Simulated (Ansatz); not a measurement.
**Two runs on AlO2**

System: AlO2 (R-3m, 3 atoms in the cell).
Method of the first run: DFT PBE, scalar-relativistic, plane waves, PAW, spin-polarised (Ansatz 0.2.0).

The structure was made by a generator, so it may or may not be a known phase. Text and figures count atoms from 1; the logs count them from 0 in places.

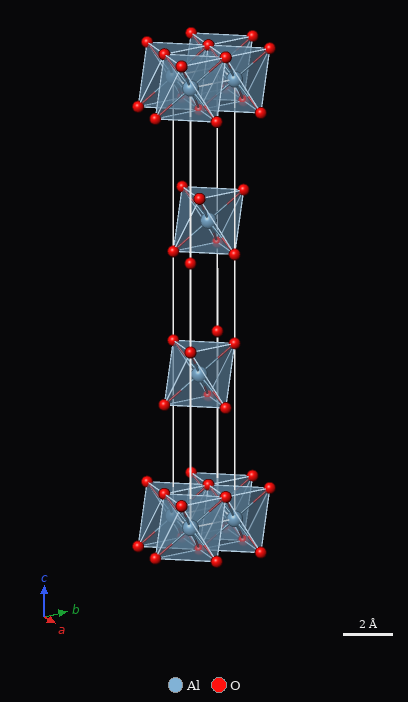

Fig. 1: The structure (polyhedral view of the cell 3 times as large as that of the calculation, set on its symmetry axes, seen slightly off an axis; polyhedra are completed across the faces of the cell).

**The input, the first run**
```yaml
crystal:
  lattice:
    - [1.30475632, 0.75330141, 6.17046183]
    - [-1.30475632, 0.75330141, 6.17046183]
    - [0.0, -1.50660283, 6.17046183]
  atoms:
    - { symbol: Al, position: [0.0, 0.0, 0.0] }
    - { symbol: O, position: [0.60123998, 0.60123998, 0.60123998], spin: 1.0 }
    - { symbol: O, position: [0.39876002, 0.39876002, 0.39876002], spin: 1.0 }
basis:
  ecutwfc: 420
kpoints:
  mp_grid: { grid: [6, 6, 6] }
hamiltonian:
  xc: pbe
scf:
  occupations: { method: gaussian, width: 0.1 }
  lower_state_search: "off"
output:
  forces: true
  stress: true
  eigenvalues: true
  populations: true
magnetization:
  spin_polarized: true
```

Command:
```bash
ansatz run input.yaml --threads 1 --pin off --max-ram 2048MiB --backend cpu --events-out ev --progress --plain --runs-dir out
```

Hardware: 1 thread of Arm Neoverse V1, 24 GiB of memory available, shared host.

**Output, shortened to warnings, some set-up lines, iterations and results (the first run)**
```
Basis set: ecut = 420 eV, 747 PW (Γ), FFT grids on a1−a3, a2−a3, a3, exchange–correlation on 36×36×90 points (8 copies of the dense FFT grid, shifted against one another)
Symmetry: 12 space group operations
k-points: 32 of 216
Initial density: superposition of atomic densities (chi_scale 0.1, normalization cell, long waves kept (reshape's long-wave potential 0.31 eV rms))
[...]
SCF iter   1: F=—  HF=-1671.999557 eV  |F-HF|=—  |Δ(HF+E_count)|=         —  Δρ=5.32e-2 (↑2.50e-2 ↓5.32e-2)  dr2=1.21e0  dr2_m=2.89e-1  M=1.000 μB ∫|m|=1.107 μB  β_m=0.30  …
SCF iter   2: F=—  HF=-1671.920259 eV  |F-HF|=—  |Δ(HF+E_count)|=   7.93e-2  Δρ=3.58e-2 (↑2.04e-2 ↓3.58e-2)  dr2=6.43e-1  dr2_m=1.53e-1  M=0.999 μB ∫|m|=1.091 μB  β_m=0.30  …
SCF iter   3: F=—  HF=-1671.756120 eV  |F-HF|=—  |Δ(HF+E_count)|=   1.64e-1  Δρ=2.13e-2 (↑2.04e-2 ↓2.13e-2)  dr2=6.00e-2  dr2_m=1.20e-1  M=0.923 μB ∫|m|=1.008 μB  β_m=0.30  …
SCF iter   4: F=—  HF=-1671.779811 eV  |F-HF|=—  |Δ(HF+E_count)|=   2.37e-2  Δρ=1.68e-2 (↑1.68e-2 ↓1.57e-2)  dr2=1.67e-2  dr2_m=7.90e-2  M=0.880 μB ∫|m|=0.958 μB  β_m=0.30  …
SCF iter   5: F=—  HF=-1671.797004 eV  |F-HF|=—  |Δ(HF+E_count)|=   1.72e-2  Δρ=1.23e-2 (↑1.18e-2 ↓1.23e-2)  dr2=2.84e-4  dr2_m=4.84e-2  M=0.849 μB ∫|m|=0.920 μB  β_m=0.30  …
[... 9 lines ...]
SCF iter  15: F=—  HF=-1671.842693 eV  |F-HF|=—  |Δ(HF+E_count)|=   3.47e-5  Δρ=6.17e-5 (↑4.55e-5 ↓6.17e-5)  dr2=2.63e-7  dr2_m=9.21e-7  M=0.468 μB ∫|m|=0.487 μB  β_m=0.81  …
SCF iter  16: F=-1671.842694 eV  HF=-1671.842694 eV  |F-HF|=9.28e-9  |Δ(HF+E_count)|=   8.56e-7  Δρ=7.60e-6 (↑7.60e-6 ↓7.43e-6)  dr2=8.71e-9  dr2_m=1.55e-8  M=0.467 μB …
SCF iter  17: F=-1671.842694 eV  HF=-1671.842694 eV  |F-HF|=5.83e-9  |Δ(HF+E_count)|=   7.24e-9  Δρ=6.42e-6 (↑6.42e-6 ↓6.29e-6)  dr2=4.99e-11  dr2_m=1.35e-8  M=0.467 μB …
SCF iter  18: F=-1671.842694 eV  HF=-1671.842694 eV  |F-HF|=3.64e-12  |Δ(HF+E_count)|=   1.08e-8  Δρ=3.24e-7 (↑3.24e-7 ↓2.47e-7)  dr2=2.67e-11  dr2_m=2.12e-11  M=0.467 μB …
SCF 1 converged in 18 iterations: F = -1671.842694 eV  dr2 = 2.67e-11
SCF converged after 18 iterations
Magnetization: 0.4672 μB (7.7336 up, 7.2664 down)
Absolute magnetization: 0.4868 μB (∫|ρ↑−ρ↓|, with the PAW one-centre terms)
Spin contamination: 0.0007 ħ² per cell (⟨S²⟩ above its minimum at these occupations)
Per-site moments (μB) at R_I (Å): [(0.00045224434671748255, 0.797385955133859), (0.21010825573073644, 0.7973859551338592), (0.2101082557307365, 0.797385955133859)]
Free energy (F): -1671.842694 eV
Harris-Foulkes:  -1671.842694 eV  (|F-HF|=3.64e-12)
Internal energy: -1671.834748 eV  (E = F + TS)
E sigma→0 (E₀):  -1671.838721 eV
Entropy (-TS):   -0.007946 eV (-2.649 meV/atom)
Fermi energy:    1.529509 eV
--- Per-component energies (eV) ---
  E_band       = -66.468235
  E_kinetic    = 375.868520
  E_local      = -1036.642537  (includes V_loc(G=0)·N_el)
  E_nonlocal   = 105.766580
  E_hartree    = 390.413246
  E_xc         = -188.341464
  E_vxc        = -218.579213  (∫ρ·V_xc dr)
  E_paw        = -782.386246  (= ΣΔE_a)
  E_vpaw       = -73.712666  (= ΣTr[D̂ρ^β])
  E_aug_tail   = 0.004744  (compensation charges beyond the density's cutoff)
  E_ewald      = -536.517590
  E_smearing   = -0.007946  (= −TS)
  E_closure    = -0.000000  (closes the sum)
  Σ components = -1671.842694   (vs F -1671.842694, Δ=0.00e0)
--- Forces (eV/Å), atoms counted from 1 ---
  atom   1  Al    -0.00000000    -0.00000000     0.00000000
  atom   2  O     -0.00000000    -0.00000000     2.09517237
  atom   3  O      0.00000000     0.00000000    -2.09517237
  max |Σ_I F_I| component: 2.31e-18 eV/Å
--- Stress (GPa, compression-positive) ---
       18.574132       0.000000       0.000000
        0.000000      18.574132       0.000000
        0.000000       0.000000     -22.338428
  P = ⅓ Tr σ = 4.9366 GPa (49.366 kbar)
--- Löwdin populations: 3 sites ---
  site symbol       q [e]    m [muB]
     0     Al      1.7872    -0.0244
     1      O      6.5283     0.2445
     2      O      6.5283     0.2445
  spilling = 0.010408 (of n_electrons = 15.000000)
```

The input of the second run differs as follows (lines with − go, lines with + come):
```diff
-    - { symbol: O, position: [0.60123998, 0.60123998, 0.60123998], spin: 1.0 }
-    - { symbol: O, position: [0.39876002, 0.39876002, 0.39876002], spin: 1.0 }
+    - { symbol: O, position: [0.60123998, 0.60123998, 0.60123998] }
+    - { symbol: O, position: [0.39876002, 0.39876002, 0.39876002] }
-  populations: true
-magnetization:
-  spin_polarized: true
```

What does this change do to the results?

With the same functional and potentials, the second run lies 4.6 meV per atom higher. The pressure goes from 4.94 to 4.73 GPa. The largest force goes from 2.095 to 2.034 eV/Å. The SCF takes 6 iterations against 18. The two runs start from different initial densities, which also moves the count.

**Output, shortened to warnings, some set-up lines, iterations and results (the second run)**
```
Basis set: ecut = 420 eV, 747 PW (Γ), FFT grids on a1−a3, a2−a3, a3, exchange–correlation on 36×36×90 points (8 copies of the dense FFT grid, shifted against one another)
Symmetry: 12 space group operations
k-points: 32 of 216
Initial density: superposition of atomic densities (neutral atoms: chi_scale 0, normalization atom), corrected by the library's trained network
[...]
SCF iter   1: F=—  HF=-1671.837002 eV  |F-HF|=—  |Δ(HF+E_count)|=         —  Δρ=8.93e-3  dr2=2.28e-2  ethr=1.77e-3  ⟨swp⟩=6.4  Hψ=2793  notcnv=0
SCF iter   2: F=—  HF=-1671.828234 eV  |F-HF|=—  |Δ(HF+E_count)|=   8.77e-3  Δρ=2.95e-3  dr2=2.55e-3  ethr=1.52e-4  ⟨swp⟩=2.4  Hψ=957  notcnv=0  defer=8
SCF iter   3: F=—  HF=-1671.828787 eV  |F-HF|=—  |Δ(HF+E_count)|=   5.52e-4  Δρ=1.58e-3  dr2=4.38e-4  ethr=1.70e-5  ⟨swp⟩=2.2  Hψ=671  notcnv=0  defer=8
SCF iter   4: F=—  HF=-1671.828826 eV  |F-HF|=—  |Δ(HF+E_count)|=   3.87e-5  Δρ=5.54e-4  dr2=8.62e-5  ethr=2.92e-6  ⟨swp⟩=2.4  Hψ=576  notcnv=0  defer=8
SCF iter   5: F=—  HF=-1671.828833 eV  |F-HF|=—  |Δ(HF+E_count)|=   7.01e-6  Δρ=9.85e-5  dr2=9.16e-7  ethr=5.75e-7  ⟨swp⟩=2.6  Hψ=597  notcnv=0  defer=8
SCF iter   6: F=-1671.828833 eV  HF=-1671.828833 eV  |F-HF|=4.04e-8  |Δ(HF+E_count)|=   3.87e-7  Δρ=1.30e-5  dr2=7.14e-8  ethr=6.67e-10  ⟨swp⟩=9.0  Hψ=2327  notcnv=0
SCF 1 converged in 6 iterations: F = -1671.828833 eV  dr2 = 7.14e-8
SCF converged after 6 iterations
Free energy (F): -1671.828833 eV
Harris-Foulkes:  -1671.828833 eV  (|F-HF|=4.04e-8)
Internal energy: -1671.811393 eV  (E = F + TS)
E sigma→0 (E₀):  -1671.820113 eV
Entropy (-TS):   -0.017440 eV (-5.813 meV/atom)
Fermi energy:    1.493225 eV
--- Per-component energies (eV) ---
  E_band       = -66.545525
  E_kinetic    = 375.796064
  E_local      = -1036.457091  (includes V_loc(G=0)·N_el)
  E_nonlocal   = 105.722372
  E_hartree    = 390.288678
  E_xc         = -188.317004
  E_vxc        = -218.547707  (∫ρ·V_xc dr)
  E_paw        = -782.331564  (= ΣΔE_a)
  E_vpaw       = -73.640947  (= ΣTr[D̂ρ^β])
  E_aug_tail   = 0.004741  (compensation charges beyond the density's cutoff)
  E_ewald      = -536.517590
  E_smearing   = -0.017440  (= −TS)
  E_closure    = -0.000000  (closes the sum)
  Σ components = -1671.828833   (vs F -1671.828833, Δ=0.00e0)
--- Forces (eV/Å), atoms counted from 1 ---
  atom   1  Al     0.00000000     0.00000000     0.00000000
  atom   2  O     -0.00000000    -0.00000000     2.03386617
  atom   3  O      0.00000000     0.00000000    -2.03386617
  max |Σ_I F_I| component: 2.31e-18 eV/Å
--- Stress (GPa, compression-positive) ---
       17.933875       0.000000       0.000000
        0.000000      17.933875       0.000000
        0.000000       0.000000     -21.673598
  P = ⅓ Tr σ = 4.7314 GPa (47.314 kbar)
```

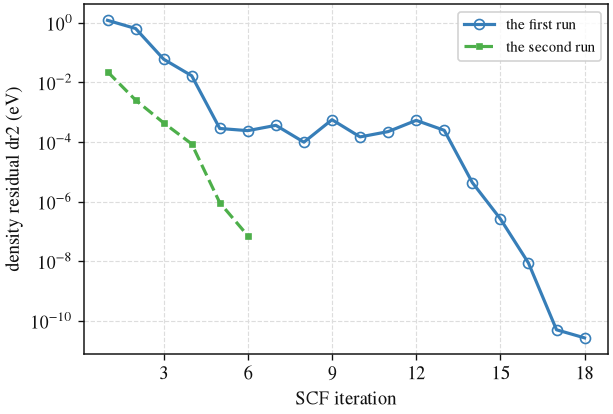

Fig. 2: Convergence of the two runs: density residual dr2 against the SCF iteration. The first run takes 18 iterations in all, and the second run takes 6.

**The two runs side by side**

| quantity | the first run | the second run |
| --- | --- | --- |
| outcome | converged | converged |
| free energy per atom (eV) | −557.2809 | −557.2763 |
| energy per atom, smearing taken to zero (eV) | −557.2796 | −557.2734 |
| gap on the mesh (eV) | 0.00 | 0.00 |
| net moment of the cell (μB) | 0.47 | – |
| absolute moment of the cell (μB) | 0.49 | – |
| pressure (GPa) | 4.94 | 4.73 |
| largest force (eV/Å) | 2.095 | 2.034 |
| SCF iterations | 18 | 6 |
| irreducible k-points | 32 | 32 |
| plane waves at Γ | 747 | 747 |
| wall time (shared host) | 5 s | 1.2 s |

For the second run: The cell holds an odd number of electrons but the run has no spin polarisation, so it comes out as a metal.
